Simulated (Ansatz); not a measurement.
NbN: geometry relaxation (part 1 of 2)

System: NbN (Fm-3m, 2 atoms in the cell).
Method: DFT PBE, scalar-relativistic, plane waves, PAW, no spin polarisation (Ansatz 0.2.0).

The structure derives from an entry of the Crystallography Open Database. Figures and captions count atoms from 1; the log counts them from 0 in places.

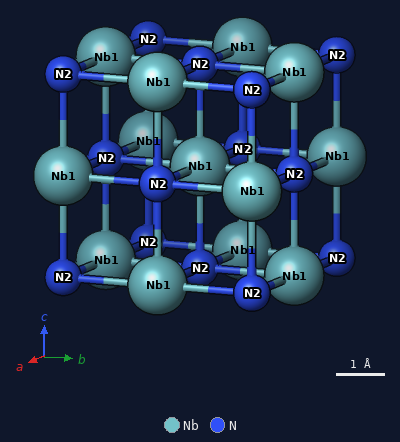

The input geometry (ball-and-stick view of the cell 4 times as large as that of the calculation, set on its symmetry axes, seen at an oblique angle; atoms are numbered from 1 in the order of the input).

## Summary

| quantity | value |
| --- | --- |
| outcome | converged |
| space group (tolerance 0.01 Å) | Fm-3m (225) |
| electrons treated | 18 |
| free energy | −4938.2107 eV |
| Fermi energy | 20.174 eV |
| gap on the k-point mesh | none (metallic) |
| pressure | 0.00 GPa |
| final volume | 21.61 Å³ |
| largest force (length of the vector) at the end | under 0.001 eV/Å |
| final cell | a = 3.127 Å, b = 3.127 Å, c = 3.127 Å, α = 60.00°, β = 60.00°, γ = 60.00° |
| hardware | 1 thread of AMD EPYC (Zen 3), 189 GiB of memory available, shared host |
| wall time | 47 s |
| peak memory | 0.37 GiB |

## Input file
```yaml
crystal:
  lattice:
    - [0.0, 2.1945, 2.1945]
    - [2.1945, 0.0, 2.1945]
    - [2.1945, 2.1945, 0.0]
  atoms:
    - { symbol: Nb, position: [0.5, 0.5, 0.5] }
    - { symbol: "N", position: [0.0, 0.0, 0.0] }
basis:
  ecutwfc: 420
kpoints:
  mp_grid: { grid: [16, 16, 16] }
hamiltonian:
  xc: pbe
scf:
  occupations: { method: gaussian, width: 0.1 }
output:
  forces: true
  stress: true
  eigenvalues: true
  write_density: true
  write_potential: true
  elf: true
  volumetric_format: npy
relax:
  adjacent_minimum: "off"
  f_tol: 0.005
  max_steps: 80
  cell: { stress_tol: 0.05 }
```

Launched with:
```bash
ansatz run input.yaml --threads 1 --pin off --max-ram 3072MiB --backend cpu --events-out ev --progress --plain --runs-dir out
```

## The program's output
```
Engine: ansatz 0.2.0, x86_64-unknown-linux-gnu
Pseudopotentials: kind: paw
Pseudopotential: Nb, paw, valence charge 13, recommended cutoff 420 eV (normal), Nb.paw.azcp
Pseudopotential: N, paw, valence charge 5, recommended cutoff 420 eV (normal), N.paw.azcp
Functional definition: PBE
  parameter kappa = 0.804
  parameter beta = 0.06672455060314922
  exchange = pbe_x(kappa = kappa, mu = beta*pi^2/3)
  correlation = pbe_c(beta = beta)
Crystal: 2 atoms, lattice volume = 21.137 Å³
Basis set: ecut = 420 eV, 411 PW (Γ), exchange–correlation on 48×48×48 points (8 copies of the dense FFT grid, shifted against one another)
Bands: 13, of which v1, the nominal top of the filled ones, is band 9 counted from 1 (8 counted from 0)
Symmetry: 48 space group operations
Space group: Fm-3m (ITA 225), of the structure as read, at distance tolerance 2.8e-5 Å
k-points: 145 of 4096
Non-local potential: Nb, projectors of the file, l = 0: 3, l = 1: 2, l = 2: 2, l = 3: 1
Non-local potential: N, projectors of the file, l = 0: 2, l = 1: 2, l = 2: 1
PAW form: soft (Blöchl's): semilocal exchange-correlation on the pseudo side does not see the compensation charge
PAW one-centre angular grid: Nb, 590 points (default); XC on 64 Gauss nodes
PAW one-centre angular grid: N, 110 points (default); XC on 64 Gauss nodes
Initial density: superposition of atomic densities (neutral atoms: chi_scale 0, normalization atom), corrected by the library's trained network
Initial wavefunctions: pseudopotential atomic-orbital guess
Functional: x = pbe(κ = 0.804, μ = 0.2195149727645171), c = pbe(β = 0.06672455060314922)
SCF iter   1: F=—  HF=-4938.200195 eV  |F-HF|=—  |Δ(HF+E_count)|=         —  Δρ=2.07e-3  dr2=4.31e-4  ethr=1.77e-3  ⟨swp⟩=5.1  Hψ=21865  notcnv=0  defer=15
automatic band count: the SCF goes on with 17 bands, as 13 were too few: the levels above may hold too much charge
preconditioner: auto → none  [metal: Δε(μ)=0.020 eV  Ē_g=15.053 eV  σ=0.100 eV  W_gap=0.11  n_scr=8 (ndim 8)  ℏωp=25.5 eV  f_vac=0.000  D(μ)=1.24/eV (n_scr^D=14)  sad-step TF]
SCF iter   2: F=—  HF=-4938.200274 eV  |F-HF|=—  |Δ(HF+E_count)|=   7.92e-5  Δρ=1.21e-3  dr2=1.63e-4  ethr=2.40e-6  ⟨swp⟩=2.6  Hψ=4679  notcnv=0  defer=16
SCF iter   3: F=—  HF=-4938.200360 eV  |F-HF|=—  |Δ(HF+E_count)|=   8.57e-5  Δρ=1.93e-4  dr2=7.26e-6  ethr=9.08e-7  ⟨swp⟩=2.5  Hψ=2612  notcnv=0  defer=16
SCF iter   4: F=—  HF=-4938.200355 eV  |F-HF|=—  |Δ(HF+E_count)|=   4.76e-6  Δρ=4.85e-5  dr2=1.75e-7  ethr=4.03e-8  ⟨swp⟩=2.5  Hψ=3060  notcnv=0  defer=16
iter 5 did not close the SCF: its close was put off for the readings that it lacked (scf_convergence_deferred on its scf_iter line)
SCF iter   5: F=-4938.200356 eV  HF=-4938.200356 eV  |F-HF|=3.91e-9  |Δ(HF+E_count)|=   2.98e-7  Δρ=7.24e-6  dr2=5.76e-9  ethr=9.74e-10  ⟨swp⟩=2.6  Hψ=3079  notcnv=0  defer=16
SCF iter   6: F=-4938.200356 eV  HF=-4938.200356 eV  |F-HF|=5.46e-10  |Δ(HF+E_count)|=   1.12e-9  Δρ=2.35e-6  dr2=6.94e-10  ethr=3.20e-11  ⟨swp⟩=7.6  Hψ=12844  notcnv=0
SCF 1 converged in 6 iterations: F = -4938.200356 eV  dr2 = 6.94e-10
  greatest PAW one-centre occupation: 0.998 electrons in one spin orbital (limit 2), on the Nb atom at site 0 (counted from 0), in its partial waves of l = 0
relax step   1: F+E_penalty+E_count = -4938.20035571 eV  Δ(F+E_penalty+E_count) = +0.000e0 eV  max|allowed force component| = 1.492e-29 eV/Å  Δτ_max = 0.0000 Å  P = +7.142 GPa  Ω = 21.137 Å³  (6 SCF iters, dr2 threshold 1.00e-7 eV, accepted)
Crystal: 2 atoms, lattice volume = 21.749 Å³
Bands: 17, of which v1, the nominal top of the filled ones, is band 9 counted from 1 (8 counted from 0)
Initial density: handed on by an earlier stage of this run
Initial wavefunctions: those handed on with the density
iter 1 solved again at ethr=5.48e-5 eV; its pass at ethr=3.10e-3 eV (dr2=9.86e-3 eV) is discarded
SCF iter   1: F=—  HF=-4938.210153 eV  |F-HF|=—  |Δ(HF+E_count)|=         —  Δρ=6.39e-3  dr2=9.69e-3  ethr=5.48e-5  ⟨swp⟩=1.3  Hψ=14110  notcnv=0
preconditioner: auto → none  [metal: Δε(μ)=0.015 eV  Ē_g=14.693 eV  σ=0.100 eV  W_gap=0.09  n_scr=8 (ndim 8)  ℏωp=25.2 eV  f_vac=0.000  D(μ)=1.31/eV (n_scr^D=14)]
SCF iter   2: F=—  HF=-4938.208433 eV  |F-HF|=—  |Δ(HF+E_count)|=   1.72e-3  Δρ=2.78e-3  dr2=2.07e-3  ethr=5.38e-5  ⟨swp⟩=1.0  Hψ=2465  notcnv=0
SCF iter   3: F=—  HF=-4938.208007 eV  |F-HF|=—  |Δ(HF+E_count)|=   4.26e-4  Δρ=3.01e-4  dr2=1.34e-5  ethr=1.15e-5  ⟨swp⟩=1.1  Hψ=2533  notcnv=0
SCF iter   4: F=—  HF=-4938.208005 eV  |F-HF|=—  |Δ(HF+E_count)|=   1.72e-6  Δρ=4.83e-5  dr2=3.31e-7  ethr=7.47e-8  ⟨swp⟩=2.3  Hψ=3077  notcnv=0
iter 5 did not close the SCF: its close was put off for the readings that it lacked (scf_convergence_deferred on its scf_iter line)
SCF iter   5: F=-4938.208005 eV  HF=-4938.208005 eV  |F-HF|=2.49e-9  |Δ(HF+E_count)|=   4.21e-8  Δρ=5.61e-6  dr2=1.31e-9  ethr=1.84e-9  ⟨swp⟩=2.6  Hψ=3730  notcnv=0
SCF iter   6: F=-4938.208005 eV  HF=-4938.208005 eV  |F-HF|=4.55e-12  |Δ(HF+E_count)|=   2.69e-9  Δρ=4.25e-7  dr2=2.17e-11  ethr=7.26e-12  ⟨swp⟩=4.0  Hψ=10144  notcnv=0
SCF 2 converged in 6 iterations: F = -4938.208005 eV  dr2 = 2.17e-11
relax step   2: F+E_penalty+E_count = -4938.20800499 eV  Δ(F+E_penalty+E_count) = -7.649e-3 eV  max|allowed force component| = 8.793e-30 eV/Å  Δτ_max = 0.0000 Å  P = -2.059 GPa  Ω = 21.749 Å³  energy of the carried Pulay correction = -1.623e-3 eV  (6 SCF iters, dr2 threshold 2.00e-7 eV, accepted)
Crystal: 2 atoms, lattice volume = 21.609 Å³
iter 1 solved again at ethr=2.67e-6 eV; its pass at ethr=3.10e-3 eV (dr2=4.81e-4 eV) is discarded
SCF iter   1: F=—  HF=-4938.209416 eV  |F-HF|=—  |Δ(HF+E_count)|=         —  Δρ=1.41e-3  dr2=4.65e-4  ethr=2.67e-6  ⟨swp⟩=1.6  Hψ=12166  notcnv=0
preconditioner: auto → none  [metal: Δε(μ)=0.010 eV  Ē_g=14.804 eV  σ=0.100 eV  W_gap=0.05  n_scr=8 (ndim 8)  ℏωp=25.3 eV  f_vac=0.000  D(μ)=1.27/eV (n_scr^D=14)]
SCF iter   2: F=—  HF=-4938.209333 eV  |F-HF|=—  |Δ(HF+E_count)|=   8.29e-5  Δρ=6.06e-4  dr2=9.78e-5  ethr=2.58e-6  ⟨swp⟩=1.0  Hψ=2465  notcnv=0
SCF iter   3: F=—  HF=-4938.209309 eV  |F-HF|=—  |Δ(HF+E_count)|=   2.34e-5  Δρ=6.76e-5  dr2=6.21e-7  ethr=5.43e-7  ⟨swp⟩=1.1  Hψ=2525  notcnv=0
iter 4 did not close the SCF: its close was put off for the readings that it lacked (scf_convergence_deferred on its scf_iter line)
SCF iter   4: F=-4938.209310 eV  HF=-4938.209310 eV  |F-HF|=5.58e-9  |Δ(HF+E_count)|=   3.57e-8  Δρ=1.15e-5  dr2=1.97e-8  ethr=3.45e-9  ⟨swp⟩=2.5  Hψ=3462  notcnv=0
iter 5 did not close the SCF: its close was put off for the readings that it lacked (scf_convergence_deferred on its scf_iter line)
SCF iter   5: F=-4938.209310 eV  HF=-4938.209310 eV  |F-HF|=1.32e-10  |Δ(HF+E_count)|=   1.64e-9  Δρ=1.23e-6  dr2=6.83e-11  ethr=1.10e-10  ⟨swp⟩=2.8  Hψ=3723  notcnv=0
SCF iter   6: F=-4938.209310 eV  HF=-4938.209310 eV  |F-HF|=9.09e-13  |Δ(HF+E_count)|=  1.42e-10  Δρ=8.88e-8  dr2=7.92e-13  ethr=1.00e-12  ⟨swp⟩=3.6  Hψ=8943  notcnv=0
SCF 3 converged in 6 iterations: F = -4938.209310 eV  dr2 = 7.92e-13
relax step   3: F+E_penalty+E_count = -4938.20930951 eV  Δ(F+E_penalty+E_count) = -1.305e-3 eV  max|allowed force component| = 3.471e-29 eV/Å  Δτ_max = 0.0000 Å  P = -0.074 GPa  Ω = 21.609 Å³  energy of the carried Pulay correction = -1.256e-3 eV  (6 SCF iters, dr2 threshold 2.00e-7 eV, accepted)
Crystal: 2 atoms, lattice volume = 21.604 Å³
iter 1 solved again at ethr=3.74e-9 eV; its pass at ethr=3.10e-3 eV (dr2=6.74e-7 eV) is discarded
SCF iter   1: F=—  HF=-4938.209327 eV  |F-HF|=—  |Δ(HF+E_count)|=         —  Δρ=5.27e-5  dr2=6.51e-7  ethr=3.74e-9  ⟨swp⟩=1.0  Hψ=11873  notcnv=0
preconditioner: auto → none  [metal: Δε(μ)=0.011 eV  Ē_g=14.800 eV  σ=0.100 eV  W_gap=0.06  n_scr=8 (ndim 8)  ℏωp=25.3 eV  f_vac=0.000  D(μ)=1.27/eV (n_scr^D=14)]
SCF iter   2: F=—  HF=-4938.209324 eV  |F-HF|=—  |Δ(HF+E_count)|=   3.12e-6  Δρ=2.26e-5  dr2=1.35e-7  ethr=3.62e-9  ⟨swp⟩=1.0  Hψ=2465  notcnv=0
iter 3 did not close the SCF: its close was put off for the readings that it lacked (scf_convergence_deferred on its scf_iter line)
SCF iter   3: F=-4938.209324 eV  HF=-4938.209324 eV  |F-HF|=3.63e-10  |Δ(HF+E_count)|=   2.80e-8  Δρ=2.57e-6  dr2=9.62e-10  ethr=7.52e-10  ⟨swp⟩=1.1  Hψ=2531  notcnv=0
iter 4 did not close the SCF: its close was put off for the readings that it lacked (scf_convergence_deferred on its scf_iter line)
SCF iter   4: F=-4938.209324 eV  HF=-4938.209324 eV  |F-HF|=5.46e-12  |Δ(HF+E_count)|=  4.46e-11  Δρ=4.20e-7  dr2=2.48e-11  ethr=5.34e-12  ⟨swp⟩=2.4  Hψ=3352  notcnv=0
iter 5 did not close the SCF: its close was put off for the readings that it lacked (scf_convergence_deferred on its scf_iter line)
SCF iter   5: F=-4938.209324 eV  HF=-4938.209324 eV  |F-HF|=2.73e-12  |Δ(HF+E_count)|=  2.73e-12  Δρ=4.55e-8  dr2=8.73e-14  ethr=1.00e-12  ⟨swp⟩=1.0  Hψ=2465  notcnv=0
SCF iter   6: F=-4938.209324 eV  HF=-4938.209324 eV  |F-HF|=1.82e-12  |Δ(HF+E_count)|=  2.73e-12  Δρ=6.76e-9  dr2=7.20e-15  ethr=1.00e-12  ⟨swp⟩=3.0  Hψ=7896  notcnv=0
SCF 4 converged in 6 iterations: F = -4938.209324 eV  dr2 = 7.20e-15
relax step   4: F+E_penalty+E_count = -4938.20932432 eV  Δ(F+E_penalty+E_count) = -1.481e-5 eV  max|allowed force component| = 9.926e-30 eV/Å  Δτ_max = 0.0000 Å  P = +0.001 GPa  Ω = 21.604 Å³  energy of the carried Pulay correction = -1.242e-3 eV  (6 SCF iters, accepted)
Initial wavefunctions: pseudopotential atomic-orbital guess (no wavefunctions were taken with the density)
iter 1 solved again at ethr=6.80e-8 eV; its pass at ethr=3.10e-3 eV (dr2=1.22e-5 eV) is discarded
SCF iter   1: F=—  HF=-4938.210749 eV  |F-HF|=—  |Δ(HF+E_count)|=         —  Δρ=1.35e-4  dr2=6.39e-7  ethr=6.80e-8  ⟨swp⟩=3.0  Hψ=17875  notcnv=0
SCF iter   2: F=—  HF=-4938.210748 eV  |F-HF|=—  |Δ(HF+E_count)|=   1.49e-6  Δρ=6.38e-5  dr2=1.09e-7  ethr=3.55e-9  ⟨swp⟩=2.3  Hψ=3143  notcnv=0
SCF iter   3: F=—  HF=-4938.210748 eV  |F-HF|=—  |Δ(HF+E_count)|=   4.35e-7  Δρ=6.20e-6  dr2=1.50e-9  ethr=6.08e-10  ⟨swp⟩=2.0  Hψ=3185  notcnv=0
SCF iter   4: F=—  HF=-4938.210748 eV  |F-HF|=—  |Δ(HF+E_count)|=   4.36e-9  Δρ=3.75e-7  dr2=2.47e-11  ethr=8.36e-12  ⟨swp⟩=2.0  Hψ=3114  notcnv=0
iter 5 did not close the SCF: its close was put off for the readings that it lacked (scf_convergence_deferred on its scf_iter line)
SCF iter   5: F=-4938.210748 eV  HF=-4938.210748 eV  |F-HF|=1.82e-12  |Δ(HF+E_count)|=  3.64e-12  Δρ=8.86e-8  dr2=1.04e-12  ethr=1.00e-12  ⟨swp⟩=1.0  Hψ=2466  notcnv=0
iter 6 did not close the SCF: its close was put off for the readings that it lacked (scf_convergence_deferred on its scf_iter line)
SCF iter   6: F=-4938.210748 eV  HF=-4938.210748 eV  |F-HF|=0.00e0  |Δ(HF+E_count)|=    0.00e0  Δρ=1.27e-8  dr2=2.63e-14  ethr=1.00e-12  ⟨swp⟩=1.0  Hψ=2465  notcnv=0
iter 7 did not close the SCF: its close was put off for the readings that it lacked (scf_convergence_deferred on its scf_iter line)
SCF iter   7: F=-4938.210748 eV  HF=-4938.210748 eV  |F-HF|=9.09e-13  |Δ(HF+E_count)|=  1.82e-12  Δρ=1.19e-9  dr2=1.02e-16  ethr=1.00e-12  ⟨swp⟩=1.0  Hψ=2465  notcnv=0
iter 8 did not close the SCF: its close was put off for the readings that it lacked (scf_convergence_deferred on its scf_iter line)
SCF iter   8: F=-4938.210748 eV  HF=-4938.210748 eV  |F-HF|=0.00e0  |Δ(HF+E_count)|=    0.00e0  Δρ=4.03e-10  dr2=2.73e-17  ethr=1.00e-12  ⟨swp⟩=1.0  Hψ=2465  notcnv=0
SCF iter   9: F=-4938.210748 eV  HF=-4938.210748 eV  |F-HF|=9.09e-13  |Δ(HF+E_count)|=  9.09e-13  Δρ=7.43e-11  dr2=7.82e-19  ethr=1.00e-12  ⟨swp⟩=1.1  Hψ=5535  notcnv=0
SCF 5 converged in 9 iterations: F = -4938.210748 eV  dr2 = 7.82e-19
relax step   5: F+E_penalty+E_count = -4938.21074829 eV  Δ(F+E_penalty+E_count) = -1.424e-3 eV  max|allowed force component| = 1.091e-29 eV/Å  Δτ_max = 0.0000 Å  P = +0.097 GPa  Ω = 21.604 Å³  stress off target by 9.68e-2 GPa  SCF on the basis re-selected at this cell (its energy is not comparable with the rows above)  (9 SCF iters)
basis re-selected at this cell: Δ(F+E_penalty+E_count) = -1.424e-3 eV, ΔP = +0.096 GPa vs the last step (what re-selecting the basis moved, of the pressure what is left beyond the Pulay correction that the steps carried, after the strain that the cell walked since its last selection, with what the two solves' SCF thresholds leave and, on support functions, any second-order correction that the steps lacked; it is no measure of the basis error at this ecutwfc). This SCF's stress stands 9.68e-2 GPa from its target on what of the cell is left free (relax.cell.stress_tol is 5.00e-2 GPa) and its largest allowed force component is 1.09e-29 eV/Å (relax.f_tol is 5.00e-3 eV/Å): not within both, so this SCF does not close the relaxation
Crystal: 2 atoms, lattice volume = 21.610 Å³
iter 1 solved again at ethr=6.21e-9 eV; its pass at ethr=3.10e-3 eV (dr2=1.12e-6 eV) is discarded
```
